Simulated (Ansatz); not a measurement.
Band-structure calculation, with input and output: KF

KF (2 atoms in the cell), computed with DFT, PBE, plane waves, PAW, no spin polarisation (Ansatz 0.2.0).

The structure was built on a prototype by a generator. The geometry comes from this level: r2SCAN (a point of a series of strains). It belongs to a series of runs on one base structure; here: shear_111 strain +2.1%.

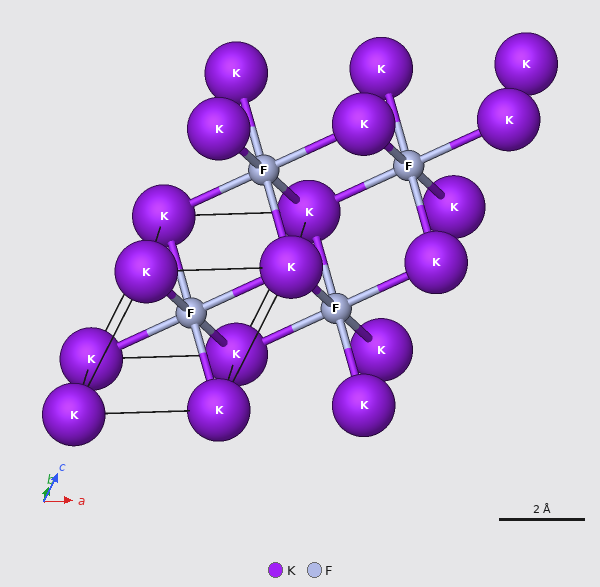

**Figure 1.** The structure as given in the input (ball-and-stick view of the reduced cell, repeated 2 × 1 × 2, seen at an oblique angle). Near neighbours in the crystal (not all of them lie inside the picture): K has 6 F at 2.68 Å; F has 6 K at 2.68 Å.

### The input
```yaml
crystal:
  lattice:
    - [0.0375799762, 2.6965405554, 2.6965405554]
    - [2.6965405554, 0.0375799762, 2.6965405554]
    - [2.6965405554, 2.6965405554, 0.0375799762]
  atoms:
    - { symbol: K, position: [0.0, 0.0, 0.0] }
    - { symbol: F, position: [0.5, 0.5, 0.5] }
kpoints:
  mp_grid: { grid: [8, 8, 8] }
  band_path:
    path:
      - [0.0, 0.0, 0.0]
      - [0.5, 0.0, 0.5]
      - [0.625, 0.25, 0.625]
      - [0.375, 0.375, 0.75]
      - [0.5, 0.5, 0.5]
      - [0.5, 0.25, 0.75]
    npoints: 1
hamiltonian:
  xc: pbe
scf:
  occupations: { method: fermi_dirac, width: 0.02 }
  n_extra_bands: 4
output:
  forces: true
  stress: true
  eigenvalues: true
  write_density: true
  write_potential: true
  elf: true
  volumetric_format: npy
```

Run as:
```bash
ansatz run input.yaml --threads 4 --pin off --max-ram 3686MiB --backend cpu --events-out ev --progress --plain --runs-dir out
```

### Log
```
scf.n_extra_bands = 4 over 8 filled bands (N_el = 16.0): the run solves 12 bands
Engine: ansatz 0.2.0, aarch64-unknown-linux-gnu
Pseudopotentials: kind: paw
Pseudopotential: K, paw, valence charge 9, recommended cutoff 420 eV (normal), K.paw.azcp
Pseudopotential: F, paw, valence charge 7, recommended cutoff 420 eV (normal), F.paw.azcp
Functional definition: PBE
  parameter kappa = 0.804
  parameter beta = 0.06672455060314922
  exchange = pbe_x(kappa = kappa, mu = beta*pi^2/3)
  correlation = pbe_c(beta = beta)
Crystal: 2 atoms, lattice volume = 38.395 Å³
Basis set: ecut = 420 eV, 737 PW (Γ), exchange–correlation on 54×54×54 points (8 copies of the dense FFT grid, shifted against one another)
Bands: 12, of which v1, the nominal top of the filled ones, is band 8 counted from 1 (7 counted from 0)
Symmetry: 12 space group operations
Space group: R-3m (ITA 166), of the structure as read, at distance tolerance 3.4e-5 Å
k-points: 65 of 512
Non-local potential: K, projectors of the file, l = 0: 3, l = 1: 2, l = 2: 2
Non-local potential: F, projectors of the file, l = 0: 2, l = 1: 2, l = 2: 1
PAW form: soft (Blöchl's): semilocal exchange-correlation on the pseudo side does not see the compensation charge
PAW one-centre angular grid: K, 110 points (default); XC on 64 Gauss nodes
PAW one-centre angular grid: F, 110 points (default); XC on 64 Gauss nodes
Initial density: superposition of atomic densities (neutral atoms: chi_scale 0, normalization atom), corrected by the library's trained network
Initial wavefunctions: pseudopotential atomic-orbital guess
Functional: x = pbe(κ = 0.804, μ = 0.2195149727645171), c = pbe(β = 0.06672455060314922)
SCF iter   1: F=—  HF=-2348.797092 eV  |F-HF|=—  |Δ(HF+E_count)|=         —  Δρ=6.87e-4  dr2=9.10e-5  ethr=1.77e-3  ⟨swp⟩=6.2  Hψ=5189  notcnv=0
preconditioner: auto → none  [insulator: Δε(μ)=6.137 eV  Ē_g=17.580 eV  σ=0.020 eV  W_gap=1.00  n_scr=14 (ndim 8)  ℏωp=22.4 eV  f_vac=0.128  D(μ)=0.00/eV (n_scr^D=0)  ε∞_Penn≈2.6]
SCF iter   2: F=—  HF=-2348.797055 eV  |F-HF|=—  |Δ(HF+E_count)|=   3.69e-5  Δρ=1.10e-3  dr2=3.50e-4  ethr=5.69e-7  ⟨swp⟩=2.1  Hψ=1973  notcnv=0
SCF iter   3: F=—  HF=-2348.796994 eV  |F-HF|=—  |Δ(HF+E_count)|=   6.09e-5  Δρ=4.52e-4  dr2=6.64e-5  ethr=5.69e-7  ⟨swp⟩=2.0  Hψ=1231  notcnv=0
SCF iter   4: F=—  HF=-2348.796995 eV  |F-HF|=—  |Δ(HF+E_count)|=   1.02e-6  Δρ=1.02e-4  dr2=1.10e-6  ethr=4.15e-7  ⟨swp⟩=2.0  Hψ=975  notcnv=0
SCF iter   5: F=—  HF=-2348.797022 eV  |F-HF|=—  |Δ(HF+E_count)|=   2.67e-5  Δρ=2.70e-4  dr2=2.19e-5  ethr=6.87e-9  ⟨swp⟩=2.5  Hψ=1599  notcnv=0
SCF iter   6: F=—  HF=-2348.797017 eV  |F-HF|=—  |Δ(HF+E_count)|=   4.25e-6  Δρ=1.41e-4  dr2=5.95e-6  ethr=6.87e-9  ⟨swp⟩=2.0  Hψ=1235  notcnv=0
SCF iter   7: F=-2348.797016 eV  HF=-2348.797016 eV  |F-HF|=8.08e-8  |Δ(HF+E_count)|=   1.56e-6  Δρ=1.80e-5  dr2=9.55e-8  ethr=6.25e-10  ⟨swp⟩=6.0  Hψ=4490  notcnv=0
SCF 1 converged in 7 iterations: F = -2348.797016 eV  dr2 = 9.55e-8
  greatest PAW one-centre occupation: 0.988 electrons in one spin orbital (limit 2), on the K atom at site 0 (counted from 0), in its partial waves of l = 0
```

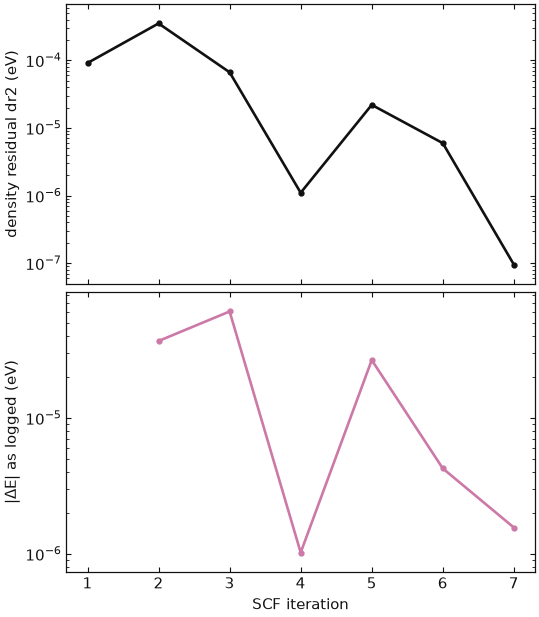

**Figure 2.** Convergence of the self-consistent field: density residual dr2 and size of the energy change against the SCF iteration. The residual falls unevenly and jumps up by a factor of two or more 2 times on the way down.

```
NSCF: frozen V_eff on 6 k-points
SCF converged after 7 iterations
Free energy (F): -2348.797016 eV
Harris-Foulkes:  -2348.797016 eV  (|F-HF|=8.08e-8)
Internal energy: -2348.797016 eV  (E = F + TS)
E sigma→0 (E₀):  -2348.797016 eV
Fermi energy:    4.518195 eV
--- Per-component energies (eV) ---
  E_band       = -126.017668
  E_kinetic    = 462.248366
  E_local      = -1114.340748  (includes V_loc(G=0)·N_el)
  E_nonlocal   = 85.943321
  E_hartree    = 401.944636
  E_xc         = -216.445083
  E_vxc        = -269.055317  (∫ρ·V_xc dr)
  E_paw        = -982.185350  (= ΣΔE_a)
  E_vpaw       = -94.695713  (= ΣTr[D̂ρ^β])
  E_aug_tail   = 0.002067  (compensation charges beyond the density's cutoff)
  E_ewald      = -985.964225
  E_smearing   = -0.000000  (= −TS)
  E_closure    = 0.000000  (closes the sum)
  Σ components = -2348.797016   (vs F -2348.797016, Δ=0.00e0)
--- Forces (eV/Å), atoms counted from 1 ---
  atom   1  K     -0.00000000     0.00000000    -0.00000000
  atom   2  F      0.00000000    -0.00000000    -0.00000000
  max |Σ_I F_I| component: 2.06e-29 eV/Å
--- Stress (GPa, compression-positive) ---
        1.146395      -0.194129      -0.194129
       -0.194129       1.146395      -0.194129
       -0.194129      -0.194129       1.146395
  P = ⅓ Tr σ = 1.1464 GPa (11.464 kbar)
--- Band table (eV; the first three rows and the last of 65) ---
  k-point 0: bands = ["-24.7264", "-17.2327", "-7.9872", "-7.9784", "-7.9784", "1.4038", "1.4247", "1.4247", "7.5636", "11.9399", "12.1392", "12.1392"]
  k-point 1: bands = ["-24.7128", "-17.2445", "-8.0213", "-7.9909", "-7.9850", "1.2830", "1.3525", "1.3730", "7.9981", "11.8537", "12.1735", "12.3522"]
  k-point 2: bands = ["-24.6799", "-17.2734", "-8.1218", "-8.0018", "-8.0009", "0.9879", "1.2245", "1.2508", "9.0824", "11.5005", "12.6791", "12.8759"]
  k-point 64: bands = ["-24.6397", "-17.3217", "-8.2285", "-8.0093", "-8.0093", "0.6343", "1.1005", "1.1005", "10.4123", "11.9184", "13.3931", "13.3931"]
```

### File bands.tsv
```
# k_distance	band_0	band_1	band_2	band_3	band_4	band_5	band_6	band_7	band_8	band_9	band_10	band_11
# fermi_ev = 4.518195
# lock_threshold_ev = 1e-6
# [0, 0, 0] at k_distance = 0.000000
# [0.5, 0, 0.5] at k_distance = 1.173393
# [0.625, 0.25, 0.625] at k_distance = 1.585359
# [0.375, 0.375, 0.75] at k_distance = 2.308884
# [0.5, 0.5, 0.5] at k_distance = 3.032409
# [0.5, 0.25, 0.75] at k_distance = 3.867864
# levels_relative_to = fermi_ev
# free_energy_ev = -2348.797016
# largest_residual_norms_ev = 7.218e-4 6.968e-4 1.706e-4 6.995e-4 8.104e-4 7.171e-4 6.781e-4 6.921e-4 1.103e-3 1.080e-3 5.737e-4 1.897e-3
0.000000	-29.244572	-21.750856	-12.505394	-12.496559	-12.496559	-3.114369	-3.093466	-3.093466	3.045444	7.421720	7.621010	7.621010
1.173393	-29.132436	-21.766781	-13.046270	-12.712022	-12.698569	-3.314635	-3.166595	-3.150091	5.106639	7.170142	8.655082	10.358772
1.585359	-29.133075	-21.791048	-12.952506	-12.721363	-12.639271	-3.437559	-3.297819	-3.281573	5.813542	7.609951	7.908990	10.356791
2.308884	-29.133075	-21.791048	-12.952506	-12.721363	-12.639271	-3.437559	-3.297819	-3.281573	5.813542	7.609951	7.908990	10.356791
3.032409	-29.157920	-21.839887	-12.746649	-12.527466	-12.527466	-3.883929	-3.417714	-3.417714	5.894074	7.400236	8.874923	8.874923
3.867864	-29.129770	-21.790270	-12.891877	-12.863371	-12.586119	-3.499333	-3.270383	-3.260876	6.594441	6.632557	8.049616	10.187497
```

### File rho_z.tsv
```
# z_ang	rho[e/angstrom^3]
# format = ansatz-planar-average/11
# lattice	0.037579976	2.696540555	2.696540555
# lattice	2.696540555	0.037579976	2.696540555
# lattice	2.696540555	2.696540555	0.037579976
# sites	2
# site	19	0.000000000	0.000000000	0.000000000
# site	9	2.715330543	2.715330543	2.715330543
0.000000	5.690224e-1
0.141247	5.562984e-1
0.282494	5.176418e-1
0.423741	4.547670e-1
0.564988	3.763850e-1
0.706235	2.979572e-1
0.847482	2.365430e-1
0.988729	2.049392e-1
1.129976	2.110466e-1
1.271223	2.629065e-1
1.412470	3.650954e-1
1.553717	5.027508e-1
1.694964	6.363022e-1
1.836211	7.185648e-1
1.977458	7.185648e-1
2.118705	6.363022e-1
2.259952	5.027508e-1
2.401199	3.650954e-1
2.542446	2.629065e-1
2.683693	2.110466e-1
2.824940	2.049392e-1
2.966187	2.365430e-1
3.107434	2.979572e-1
3.248681	3.763850e-1
3.389928	4.547670e-1
3.531175	5.176418e-1
3.672422	5.562984e-1
```

### File v_z.tsv
```
# z_ang	v_es[eV]	v_tot[eV]
# format = ansatz-planar-average/11
# xc	pbe
# density_cutoff_ev	1680
# datasets	K=:simpson_from_first_knot:soft	F=:simpson_from_first_knot:soft
# lattice	0.037579976	2.696540555	2.696540555
# lattice	2.696540555	0.037579976	2.696540555
# lattice	2.696540555	2.696540555	0.037579976
# sites	2
# site	19	0.000000000	0.000000000	0.000000000
# site	9	2.715330543	2.715330543	2.715330543
0.000000	-1.435589e0	-1.068411e1
0.141247	-1.244714e0	-1.043472e1
0.282494	-6.837925e-1	-9.710500e0
0.423741	2.227810e-1	-8.559554e0
0.564988	1.407426e0	-7.089296e0
0.706235	2.751132e0	-5.463842e0
0.847482	4.092618e0	-3.871615e0
0.988729	5.227717e0	-2.566969e0
1.129976	5.632383e0	-2.130665e0
1.271223	5.307193e0	-2.553199e0
1.412470	4.724110e0	-3.304905e0
1.553717	4.128323e0	-4.078547e0
1.694964	3.668887e0	-4.677940e0
1.836211	3.444207e0	-4.979684e0
1.977458	3.444207e0	-4.979684e0
2.118705	3.668887e0	-4.677940e0
2.259952	4.128323e0	-4.078547e0
2.401199	4.724110e0	-3.304905e0
2.542446	5.307193e0	-2.553199e0
2.683693	5.632383e0	-2.130665e0
2.824940	5.227717e0	-2.566969e0
2.966187	4.092618e0	-3.871615e0
3.107434	2.751132e0	-5.463842e0
3.248681	1.407426e0	-7.089296e0
3.389928	2.227810e-1	-8.559554e0
3.531175	-6.837925e-1	-9.710500e0
3.672422	-1.244714e0	-1.043472e1
```

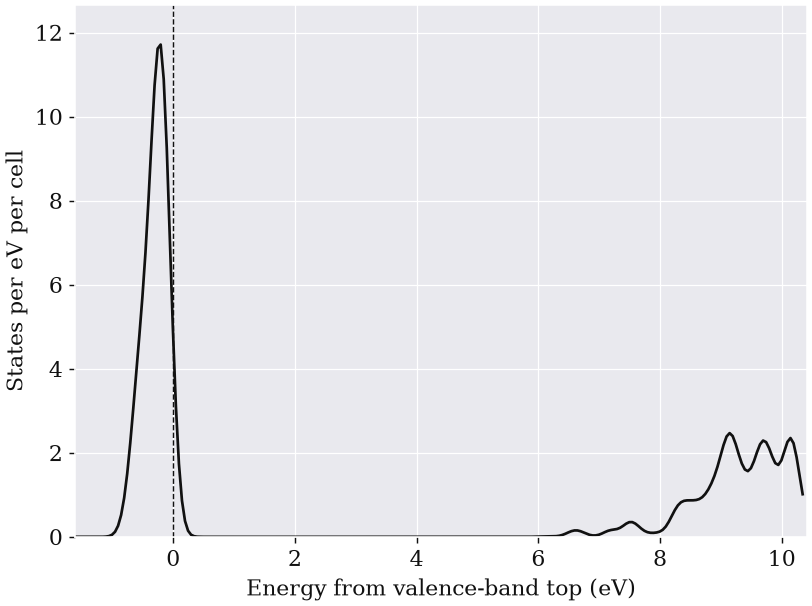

**Figure 3.** Density of states (the curve is built from the levels of the k mesh with Gaussians 0.3 eV wide, which also blur the band edges), with energies from the valence-band top. There is a gap of 6.14 eV on the k-point mesh. Small ripples come from the finite k-point mesh.

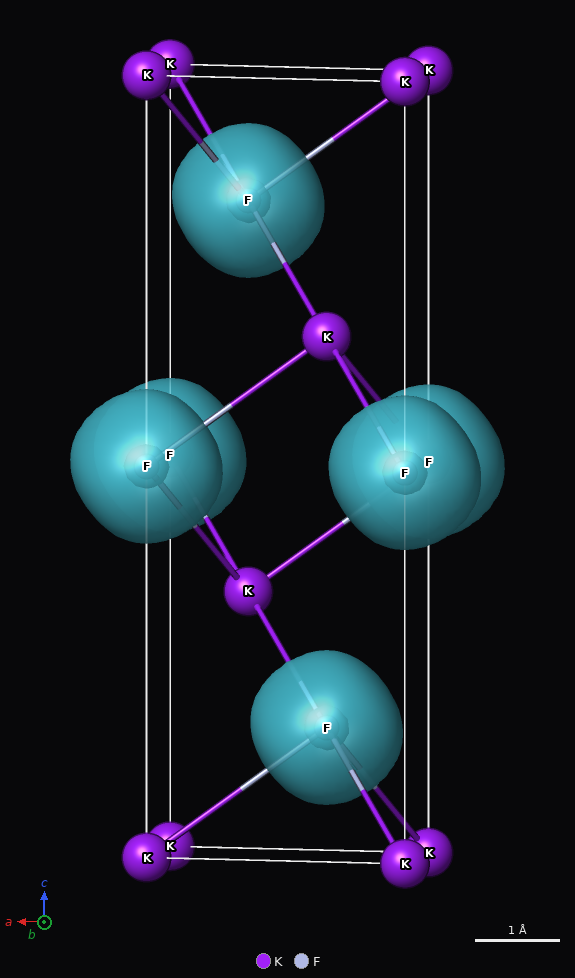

**Figure 4.** Isosurface of the ELF at 0.65 (cyan), seen at an oblique angle. Only the valence region is drawn (cores and ρ < 0.01 e/Å³ removed). Sticks mark near contacts. The outline is the cell set on symmetry axes. Along the contacts the grid gives the following. In a PAW calculation such maps are meaningful between the atoms, not at the nuclei.

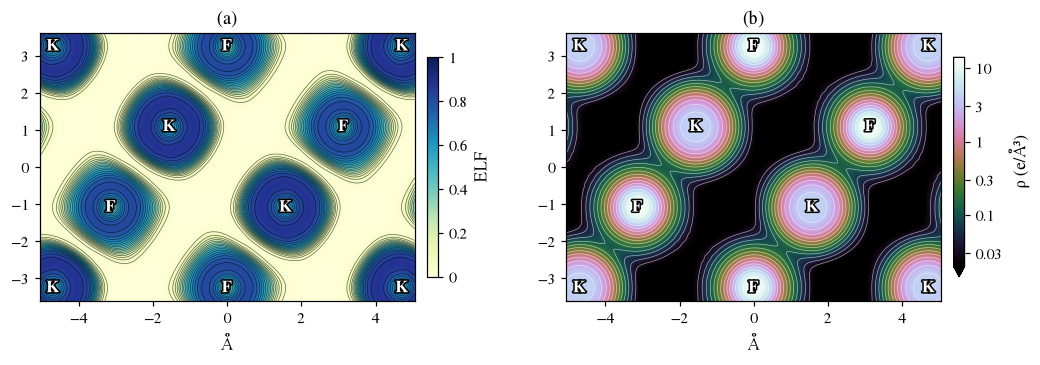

**Figure 5.** (a) ELF; (b) valence pseudo-density on the (110) plane of the conventional cell. The section cuts through K and F sites. Away from the nuclei the density in this plane falls to 0.007 e/Å³ at its lowest. The strong features right at K lie inside the PAW spheres (semicore, d or f shells) and say nothing about bonding.

### Key numbers

| quantity | value |
| --- | --- |
| outcome | converged |
| space group (tolerance 0.01 Å) | R-3m (166) |
| electrons treated | 16 |
| free energy | −2348.7970 eV |
| Fermi energy | 4.518 eV |
| gap on the k-point mesh | 6.14 eV |
| pressure | 1.15 GPa |
| largest force (length of the vector) | under 0.001 eV/Å |
| hardware | 4 threads of an Arm (aarch64) CPU, shared host |
| wall time | 1.3 s (CPU time 4.4 s) |
| peak memory | 0.3 GiB |
